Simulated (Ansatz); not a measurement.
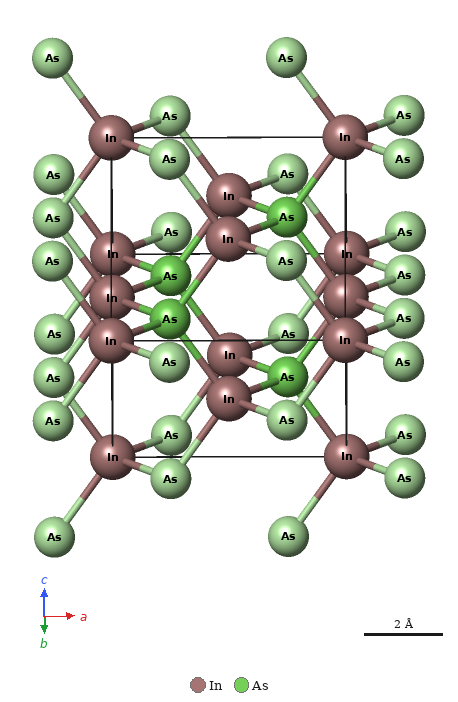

Figure 1. The structure as given in the input (ball-and-stick view of the cell 4 times as large as that of the calculation, set on its symmetry axes, seen at an oblique angle; neighbours outside the cell are drawn fainter). Near neighbours in the crystal (not all of them lie inside the picture): In has 4 As at 2.62 Å; As has 4 In at 2.62 Å.

## Geometry relaxation, with input and output: InAs

InAs (F-43m, 2 atoms in the cell), computed with DFT PBEsol, scalar-relativistic, plane waves, PAW, no spin polarisation (Ansatz 0.2.0).

The structure derives from an entry of the Crystallography Open Database.

Input:
```yaml
crystal:
  lattice:
    - [0.0, 3.024, 3.024]
    - [3.024, 0.0, 3.024]
    - [3.024, 3.024, 0.0]
  atoms:
    - { symbol: In, position: [0.0, 0.0, 0.0] }
    - { symbol: As, position: [0.75, 0.75, 0.75] }
basis:
  ecutwfc: 420
kpoints:
  mp_grid: { grid: [12, 12, 12] }
hamiltonian:
  xc: pbesol
scf:
  occupations: { method: gaussian, width: 0.1 }
output:
  forces: true
  stress: true
  eigenvalues: true
relax:
  adjacent_minimum: "off"
  f_tol: 0.005
  max_steps: 80
  cell: { stress_tol: 0.05 }
```

Launched with:
```bash
ansatz run input.yaml --threads 2 --pin off --max-ram 5120MiB --backend cpu --events-out ev --progress --plain --runs-dir out
```

Log:
```
Engine: ansatz 0.2.0, aarch64-unknown-linux-gnu
Pseudopotentials: kind: paw
Pseudopotential: In, paw, valence charge 13, recommended cutoff 420 eV (normal), In.paw.azcp
Pseudopotential: As, paw, valence charge 15, recommended cutoff 420 eV (normal), As.paw.azcp
Functional definition: PBEsol
  exchange = pbesol_x
  correlation = pbesol_c
Crystal: 2 atoms, lattice volume = 55.306 Å³
Basis set: ecut = 420 eV, 1067 PW (Γ), exchange–correlation on 60×60×60 points (8 copies of the dense FFT grid, shifted against one another)
Bands: 18, of which v1, the nominal top of the filled ones, is band 14 counted from 1 (13 counted from 0)
Symmetry: 24 space group operations
Space group: F-43m (ITA 216), of the structure as read, at distance tolerance 3.8e-5 Å
k-points: 72 of 1728 (time reversal used)
Non-local potential: In, projectors of the file, l = 0: 2, l = 1: 2, l = 2: 2, l = 3: 2
Non-local potential: As, projectors of the file, l = 0: 2, l = 1: 2, l = 2: 3, l = 3: 1
PAW form: soft (Blöchl's): semilocal exchange-correlation on the pseudo side does not see the compensation charge
PAW frozen core: In, regenerated for the run's functional, and the local potential with it (the file was generated under x = pbe(κ = 0.804, μ = 0.2195149727645171), c = pbe(β = 0.06672455060314922))
PAW frozen core: As, regenerated for the run's functional, and the local potential with it (the file was generated under x = pbe(κ = 0.804, μ = 0.2195149727645171), c = pbe(β = 0.06672455060314922))
PAW one-centre angular grid: In, 590 points (default); XC on 64 Gauss nodes
PAW one-centre angular grid: As, 590 points (default); XC on 64 Gauss nodes
Initial density: superposition of atomic densities (neutral atoms: chi_scale 0, normalization atom), corrected by the library's trained network
Initial wavefunctions: pseudopotential atomic-orbital guess
Functional: x = pbesol(κ = 0.804, μ = 0.12345679012345678), c = pbesol(β = 0.046)
SCF iter   1: F=—  HF=-10338.832257 eV  |F-HF|=—  |Δ(HF+E_count)|=         —  Δρ=4.46e-3  dr2=1.87e-2  ethr=1.77e-3  ⟨swp⟩=5.6  Hψ=6296  notcnv=0
preconditioner: auto → none  [insulator: Δε(μ)=0.747 eV  Ē_g=14.625 eV  σ=0.100 eV  W_gap=0.79  n_scr=14 (ndim 8)  ℏωp=21.2 eV  f_vac=0.107  D(μ)=0.03/eV (n_scr^D=0)  ε∞_Penn≈3.1]
SCF iter   2: F=—  HF=-10338.825013 eV  |F-HF|=—  |Δ(HF+E_count)|=   7.24e-3  Δρ=1.46e-3  dr2=9.94e-4  ethr=6.69e-5  ⟨swp⟩=2.0  Hψ=2428  notcnv=0
SCF iter   3: F=—  HF=-10338.824856 eV  |F-HF|=—  |Δ(HF+E_count)|=   1.57e-4  Δρ=4.88e-4  dr2=1.37e-4  ethr=3.55e-6  ⟨swp⟩=2.0  Hψ=2305  notcnv=0
SCF iter   4: F=—  HF=-10338.824884 eV  |F-HF|=—  |Δ(HF+E_count)|=   2.79e-5  Δρ=2.04e-4  dr2=1.44e-5  ethr=4.90e-7  ⟨swp⟩=2.0  Hψ=1559  notcnv=0
SCF iter   5: F=—  HF=-10338.824895 eV  |F-HF|=—  |Δ(HF+E_count)|=   1.05e-5  Δρ=1.52e-5  dr2=8.37e-8  ethr=5.13e-8  ⟨swp⟩=2.0  Hψ=1533  notcnv=0
SCF iter   6: F=-10338.824895 eV  HF=-10338.824895 eV  |F-HF|=6.15e-10  |Δ(HF+E_count)|=   4.77e-8  Δρ=2.84e-6  dr2=3.17e-9  ethr=2.99e-10  ⟨swp⟩=3.0  Hψ=4693  notcnv=0
SCF 1 converged in 6 iterations: F = -10338.824895 eV  dr2 = 3.17e-9
  greatest PAW one-centre occupation: 0.999 electrons in one spin orbital (limit 2), on the As atom at site 1 (counted from 0), in its partial waves of l = 2
relax step   1: F+E_penalty+E_count = -10338.82489473 eV  Δ(F+E_penalty+E_count) = +0.000e0 eV  max|allowed force component| = 1.203e-16 eV/Å  Δτ_max = 0.0000 Å  P = +1.124 GPa  Ω = 55.306 Å³  (6 SCF iters, dr2 threshold 1.00e-7 eV, accepted)
Crystal: 2 atoms, lattice volume = 56.751 Å³
Initial density: handed on by an earlier stage of this run
Initial wavefunctions: those handed on with the density
iter 1 solved again at ethr=2.09e-6 eV; its pass at ethr=3.10e-3 eV (dr2=5.84e-4 eV) is discarded
SCF iter   1: F=—  HF=-10338.827982 eV  |F-HF|=—  |Δ(HF+E_count)|=         —  Δρ=8.33e-4  dr2=5.78e-4  ethr=2.09e-6  ⟨swp⟩=2.2  Hψ=8389  notcnv=0
preconditioner: auto → none  [insulator: Δε(μ)=0.692 eV  Ē_g=14.535 eV  σ=0.100 eV  W_gap=0.81  n_scr=14 (ndim 8)  ℏωp=20.9 eV  f_vac=0.103  D(μ)=0.03/eV (n_scr^D=0)  ε∞_Penn≈3.1]
SCF iter   2: F=—  HF=-10338.827906 eV  |F-HF|=—  |Δ(HF+E_count)|=   7.62e-5  Δρ=3.70e-4  dr2=7.08e-5  ethr=2.06e-6  ⟨swp⟩=2.0  Hψ=1562  notcnv=0
SCF iter   3: F=—  HF=-10338.827915 eV  |F-HF|=—  |Δ(HF+E_count)|=   8.84e-6  Δρ=1.32e-4  dr2=1.18e-5  ethr=2.53e-7  ⟨swp⟩=2.0  Hψ=2301  notcnv=0
SCF iter   4: F=—  HF=-10338.827916 eV  |F-HF|=—  |Δ(HF+E_count)|=   1.63e-6  Δρ=2.81e-5  dr2=2.99e-7  ethr=4.23e-8  ⟨swp⟩=3.0  Hψ=2305  notcnv=0
SCF iter   5: F=-10338.827916 eV  HF=-10338.827916 eV  |F-HF|=1.32e-8  |Δ(HF+E_count)|=   2.71e-7  Δρ=5.78e-6  dr2=1.24e-8  ethr=7.14e-10  ⟨swp⟩=5.1  Hψ=5393  notcnv=0
SCF 2 converged in 5 iterations: F = -10338.827916 eV  dr2 = 1.24e-8
relax step   2: F+E_penalty+E_count = -10338.82791644 eV  Δ(F+E_penalty+E_count) = -3.022e-3 eV  max|allowed force component| = 2.255e-17 eV/Å  Δτ_max = 0.0000 Å  P = -0.357 GPa  Ω = 56.751 Å³  energy of the carried Pulay correction = -2.754e-4 eV  (5 SCF iters, dr2 threshold 2.00e-7 eV, accepted)
Crystal: 2 atoms, lattice volume = 56.396 Å³
iter 1 solved again at ethr=1.47e-7 eV; its pass at ethr=3.10e-3 eV (dr2=4.11e-5 eV) is discarded
SCF iter   1: F=—  HF=-10338.828400 eV  |F-HF|=—  |Δ(HF+E_count)|=         —  Δρ=2.02e-4  dr2=3.30e-5  ethr=1.47e-7  ⟨swp⟩=2.8  Hψ=7228  notcnv=0
preconditioner: auto → none  [insulator: Δε(μ)=0.713 eV  Ē_g=14.560 eV  σ=0.100 eV  W_gap=0.80  n_scr=14 (ndim 8)  ℏωp=21.0 eV  f_vac=0.092  D(μ)=0.03/eV (n_scr^D=0)  ε∞_Penn≈3.1]
SCF iter   2: F=—  HF=-10338.828395 eV  |F-HF|=—  |Δ(HF+E_count)|=   5.53e-6  Δρ=8.86e-5  dr2=3.97e-6  ethr=1.18e-7  ⟨swp⟩=2.0  Hψ=1561  notcnv=0
SCF iter   3: F=—  HF=-10338.828395 eV  |F-HF|=—  |Δ(HF+E_count)|=   2.19e-7  Δρ=3.10e-5  dr2=6.55e-7  ethr=1.42e-8  ⟨swp⟩=2.0  Hψ=2302  notcnv=0
SCF iter   4: F=-10338.828395 eV  HF=-10338.828395 eV  |F-HF|=1.15e-8  |Δ(HF+E_count)|=   2.85e-8  Δρ=6.94e-6  dr2=1.76e-8  ethr=7.14e-10  ⟨swp⟩=5.3  Hψ=5767  notcnv=0
SCF 3 converged in 4 iterations: F = -10338.828395 eV  dr2 = 1.76e-8
relax step   3: F+E_penalty+E_count = -10338.82839479 eV  Δ(F+E_penalty+E_count) = -4.783e-4 eV  max|allowed force component| = 2.400e-17 eV/Å  Δτ_max = 0.0000 Å  P = -0.013 GPa  Ω = 56.396 Å³  energy of the carried Pulay correction = -2.084e-4 eV  (4 SCF iters, dr2 threshold 2.00e-7 eV, accepted)
Initial wavefunctions: pseudopotential atomic-orbital guess (no wavefunctions were taken with the density)
iter 1 solved again at ethr=4.04e-7 eV; its pass at ethr=3.10e-3 eV (dr2=1.13e-4 eV) is discarded
SCF iter   1: F=—  HF=-10338.828606 eV  |F-HF|=—  |Δ(HF+E_count)|=         —  Δρ=2.92e-5  dr2=8.17e-8  ethr=4.04e-7  ⟨swp⟩=2.0  Hψ=9129  notcnv=0
eigensolver tolerance schedule: the retry pair's looser diagonalisation over-reported the residual by 1383.63 of it (diagonalisation noise at 0.22 of the residual, at the tolerance the schedule requests for it); recorded, not acted on — ethr = c·dr2/N_el stays at c = 1.0e-1
preconditioner: auto → none  [insulator: Δε(μ)=0.712 eV  Ē_g=14.560 eV  σ=0.100 eV  W_gap=0.80  n_scr=14 (ndim 8)  ℏωp=21.0 eV  f_vac=0.092  D(μ)=0.03/eV (n_scr^D=0)  ε∞_Penn≈3.1]
SCF iter   2: F=—  HF=-10338.828606 eV  |F-HF|=—  |Δ(HF+E_count)|=   1.60e-7  Δρ=1.33e-5  dr2=2.03e-8  ethr=2.92e-10  ⟨swp⟩=2.0  Hψ=2309  notcnv=0
SCF iter   3: F=—  HF=-10338.828606 eV  |F-HF|=—  |Δ(HF+E_count)|=   2.30e-7  Δρ=4.19e-6  dr2=1.63e-9  ethr=7.25e-11  ⟨swp⟩=2.0  Hψ=1585  notcnv=0
SCF iter   4: F=—  HF=-10338.828606 eV  |F-HF|=—  |Δ(HF+E_count)|=   2.33e-8  Δρ=4.14e-7  dr2=5.10e-11  ethr=5.83e-12  ⟨swp⟩=2.0  Hψ=2301  notcnv=0
SCF iter   5: F=-10338.828606 eV  HF=-10338.828606 eV  |F-HF|=1.27e-11  |Δ(HF+E_count)|=  1.16e-10  Δρ=1.72e-7  dr2=1.70e-11  ethr=1.00e-12  ⟨swp⟩=6.0  Hψ=5773  notcnv=0
SCF 4 converged in 5 iterations: F = -10338.828606 eV  dr2 = 1.70e-11
relax step   4: F+E_penalty+E_count = -10338.82860595 eV  Δ(F+E_penalty+E_count) = -2.112e-4 eV  max|allowed force component| = 1.243e-17 eV/Å  Δτ_max = 0.0000 Å  P = -0.013 GPa  Ω = 56.396 Å³  stress off target by 1.31e-2 GPa  SCF on the basis re-selected at this cell (its energy is not comparable with the rows above)  (5 SCF iters)
```

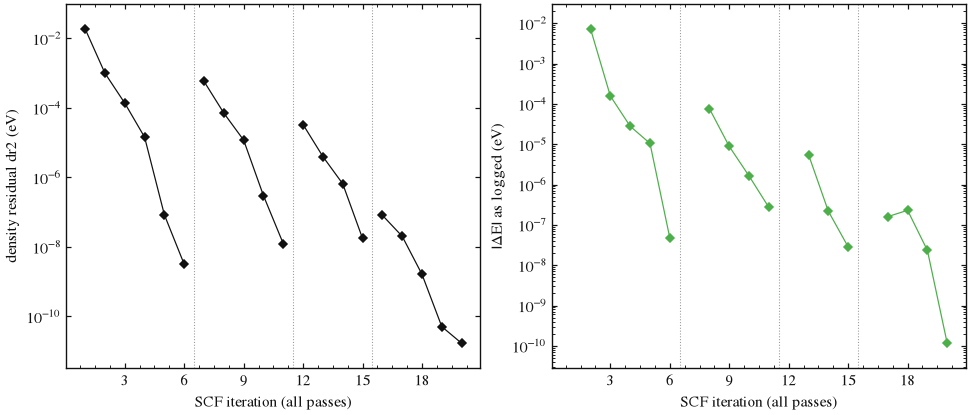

Figure 2. Convergence of the self-consistent field: density residual dr2 and size of the energy change against the SCF iteration. The dotted lines part the SCF passes of the relaxation: geometry steps, rejected trials and re-solves on a re-selected basis. The passes take 6, 5, 4 and 5 iterations.

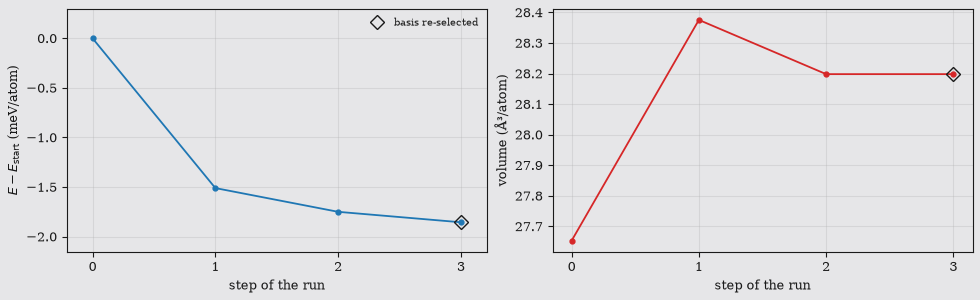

Figure 3. Progress of the relaxation, step by step (the first geometry is step 0 here and step 1 in the log).

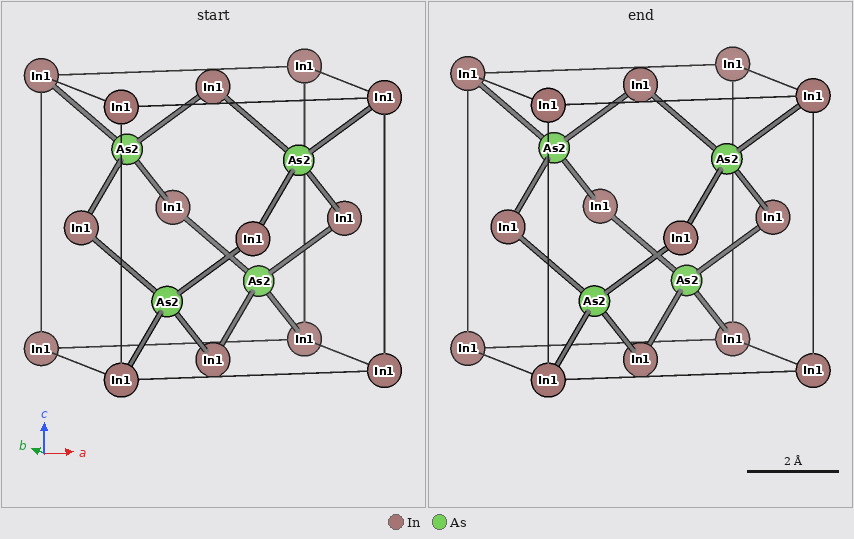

Figure 4. Before (left) and after (right) the relaxation, at one scale (ball-and-stick view of the cell 4 times as large as that of the calculation, set on its symmetry axes, seen slightly off an axis). Over 2 geometry steps the energy falls by 1.8 meV per atom. All forces vanish by symmetry, so only the cell relaxes. Pressure: 1.12 GPa at the start and −0.01 GPa at the end. The atoms keep their places relative to the cell (all moves are under 0.005 Å). Cell: a = b = c 6.048 → 6.087 Å (+0.7 %). Volume +2.0 %. Distances before and after: In1–As2 2.619 → 2.636 Å. The space group stays F-43m (No. 216). A last SCF at the same geometry on a re-selected plane-wave basis shifts the energy by −0.1 meV per atom. (Atoms are counted from 1 in the order of the input.)

```
basis re-selected at this cell: Δ(F+E_penalty+E_count) = -2.112e-4 eV, ΔP = -0.000 GPa vs the last step (what re-selecting the basis moved, of the pressure what is left beyond the Pulay correction that the steps carried, after the strain that the cell walked since its last selection, with what the two solves' SCF thresholds leave and, on support functions, any second-order correction that the steps lacked; it is no measure of the basis error at this ecutwfc). This SCF's stress stands 1.31e-2 GPa from its target on what of the cell is left free (relax.cell.stress_tol is 5.00e-2 GPa) and its largest allowed force component is 1.24e-17 eV/Å (relax.f_tol is 5.00e-3 eV/Å): within both
SCF converged after 5 iterations
Free energy (F): -10338.828606 eV
Harris-Foulkes:  -10338.828606 eV  (|F-HF|=1.27e-11)
Internal energy: -10338.828453 eV  (E = F + TS)
E sigma→0 (E₀):  -10338.828529 eV
Entropy (-TS):   -0.000153 eV (-0.077 meV/atom)
Fermi energy:    7.503878 eV
--- Per-component energies (eV) ---
  E_band       = -322.080776
  E_kinetic    = 346.683059
  E_local      = -3304.525328  (includes V_loc(G=0)·N_el)
  E_nonlocal   = -299.780793
  E_hartree    = 1593.502360
  E_xc         = -291.826017
  E_vxc        = -178.738840  (∫ρ·V_xc dr)
  E_paw        = -5877.655729  (= ΣΔE_a)
  E_vpaw       = -72.723626  (= ΣTr[D̂ρ^β])
  E_aug_tail   = 0.000034  (compensation charges beyond the density's cutoff)
  E_ewald      = -2506.428369
  E_core_change = 1.202331  (= ΣΔE_core)
  E_smearing   = -0.000153  (= −TS)
  E_closure    = -0.000000  (closes the sum)
  Σ components = -10338.828606   (vs F -10338.828606, Δ=0.00e0)
--- Forces (eV/Å), atoms counted from 1 ---
  atom   1  In    -0.00000000    -0.00000000     0.00000000
  atom   2  As     0.00000000     0.00000000    -0.00000000
  max |Σ_I F_I| component: 2.14e-17 eV/Å
--- Stress (GPa, compression-positive) ---
       -0.013059      -0.000000      -0.000000
       -0.000000      -0.013059       0.000000
       -0.000000       0.000000      -0.013059
  P = ⅓ Tr σ = -0.0131 GPa (-0.131 kbar)
--- Band table (eV; the first three rows and the last of 72) ---
  k-point 0: bands = ["-27.5493", "-27.5493", "-27.5493", "-27.5419", "-27.5419", "-6.8534", "-6.8534", "-6.8534", "-6.7331", "-6.7331", "-4.3213", "7.0544", "7.4433", "7.4433", "7.4433", "11.3026", "11.3026", "11.3026"]
  k-point 1: bands = ["-27.5494", "-27.5493", "-27.5493", "-27.5419", "-27.5419", "-6.8623", "-6.8508", "-6.8508", "-6.7332", "-6.7332", "-4.2507", "6.0998", "7.3541", "7.3541", "8.1552", "11.3167", "11.4351", "11.4351"]
  k-point 2: bands = ["-27.5494", "-27.5493", "-27.5493", "-27.5419", "-27.5419", "-6.8857", "-6.8441", "-6.8441", "-6.7331", "-6.7331", "-4.0469", "4.9037", "7.1372", "7.1372", "8.5696", "11.6559", "11.7384", "11.7384"]
  k-point 71: bands = ["-27.5493", "-27.5493", "-27.5489", "-27.5419", "-27.5416", "-7.0065", "-6.8060", "-6.7828", "-6.7480", "-6.7255", "-2.3311", "1.7953", "4.5448", "4.6283", "11.5409", "11.6507", "12.3187", "13.4203"]
--- Relaxed structure (3 steps of the walk, 3 accepted, 1 SCFs on fresh bases) ---
  F+E_penalty+E_count = -10338.82860595 eV   max|allowed force component| = 1.243e-17 eV/Å   (the final SCF, on the basis selected at the relaxed cell)
  cell:  # Å, volume = 56.3962 Å³
    - [-1.6432574806088276e-33, 3.0437329612989172, 3.0437329612989172]
    - [3.0437329612989172, 1.0190744065791181e-32, 3.0437329612989172]
    - [3.0437329612989172, 3.0437329612989172, 1.1171603182123582e-32]
  atoms:
    - { symbol: In, position: [1.0402399390980441e-33, -8.704048470004042e-34, -1.167616258171274e-33] }
    - { symbol: As, position: [0.75, 0.75, 0.75] }
```

Trajectory as extended XYZ (Å, eV, eV/Å), 4 frames, from step=1 to step=4:
```
2
Lattice="0.0000 3.0240 3.0240 3.0240 0.0000 3.0240 3.0240 3.0240 0.0000" Properties=species:S:1:pos:R:3:forces:R:3 step=1 energy=-10338.82489 pressure_GPa=1.12
In    0.0000    0.0000    0.0000    0.0000   0.0000   0.0000
As    4.5360    4.5360    4.5360    0.0000   0.0000   0.0000
2
Lattice="0.0000 3.0501 3.0501 3.0501 0.0000 3.0501 3.0501 3.0501 0.0000" Properties=species:S:1:pos:R:3:forces:R:3 step=2 energy=-10338.82792 pressure_GPa=-0.36
In    0.0000    0.0000    0.0000    0.0000   0.0000   0.0000
As    4.5752    4.5752    4.5752    0.0000   0.0000   0.0000
2
Lattice="0.0000 3.0437 3.0437 3.0437 0.0000 3.0437 3.0437 3.0437 0.0000" Properties=species:S:1:pos:R:3:forces:R:3 step=3 energy=-10338.82840 pressure_GPa=-0.01
In    0.0000    0.0000    0.0000    0.0000   0.0000   0.0000
As    4.5656    4.5656    4.5656    0.0000   0.0000   0.0000
2
Lattice="0.0000 3.0437 3.0437 3.0437 0.0000 3.0437 3.0437 3.0437 0.0000" Properties=species:S:1:pos:R:3:forces:R:3 step=4 energy=-10338.82861 pressure_GPa=-0.01
In    0.0000    0.0000    0.0000    0.0000   0.0000   0.0000
As    4.5656    4.5656    4.5656    0.0000   0.0000   0.0000
```

Key numbers:

- outcome: converged
- space group (tolerance 0.01 Å): F-43m (216)
- electrons treated: 28
- free energy: −10338.8286 eV
- Fermi energy: 7.504 eV
- gap on the k-point mesh: none (metallic)
- pressure: −0.01 GPa
- final volume: 56.40 Å³
- largest force (length of the vector) at the end: under 0.001 eV/Å
- final cell: a = 4.304 Å, b = 4.304 Å, c = 4.304 Å, α = 60.00°, β = 60.00°, γ = 60.00°
- hardware: 2 threads of Arm Neoverse N1, 24 GiB of memory available, shared host
- wall time: 24 s (CPU time 47 s)
- peak memory: 0.4 GiB
